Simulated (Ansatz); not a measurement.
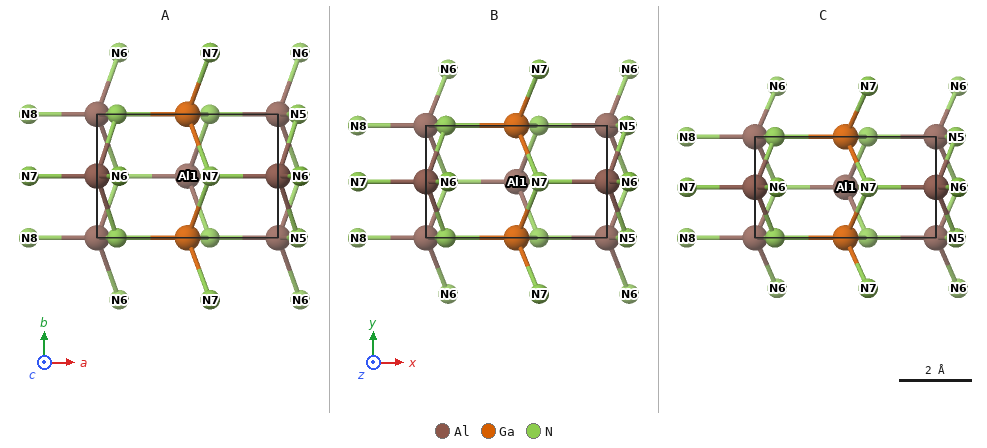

A scan of solid Al3GaN4 (Pm): the cell is strained along y alone, with the atoms kept at their fractional coordinates. x, y and z are the Cartesian axes of the input. Style: ball-and-stick. Shown: the cell of the calculation, along the c axis.

The calculation used DFT r2SCAN, scalar-relativistic, plane waves, PAW (Ansatz). Settings: plane-wave cutoff 500 eV; k-point mesh 6 × 8 × 4; occupations gaussian; smearing width 0.05 eV; no spin polarisation. Energies (free energies at the smearing named) are counted from the relaxed crystal.

Order these geometries by energy, lowest first.

Answer. Lowest first: B (the strain 0.00, 0.0 meV/atom), A (the strain 0.10, 122.3 meV/atom), C (the strain −0.10, 196.3 meV/atom). Over the whole scan: the lowest computed point lies at the strain 0.00 (0.0 meV/atom). The distortion keeps the space group Pm. At the strain −0.10 the cell of the drawing goes b 3.125 → 2.812 Å.
